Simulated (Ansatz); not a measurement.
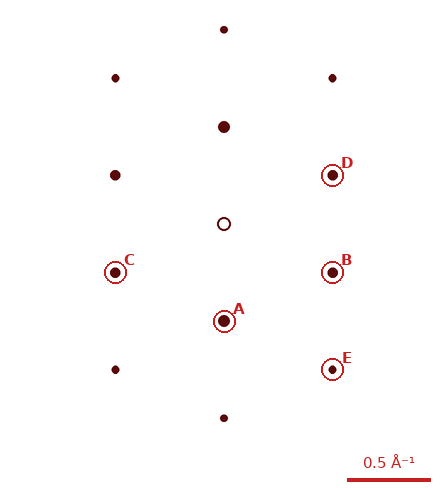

Kinematic zone-axis pattern, calculated for 200 keV electrons with B = 0.5 Å². The zone axis points towards the electron source and the pattern is seen from the source side.

Crystal: Ga, space group Im-3m (No. 229), a = 3.415 Å. Structure: the geometry relaxed with DFT, RPBE, plane waves (420 eV) with PAW, scalar-relativistic (Ansatz 0.2.0); the starting structure was generated, so it need not be a known form of this composition.

Spot A is indexed 0 0 -2 and spot B -1 2 -1.

Question: Give hkl for C, D, E.

Answer: C = A − B = 1 -2 -1 (d = 1.394 Å). D = −A + B = -1 2 1 (d = 1.394 Å). E = A + B = -1 2 -3 (d = 0.913 Å).

Question: Find the zone axis.

Answer: The cross product of A and B is parallel to [210]; every spot obeys hu + kv + lw = 0.
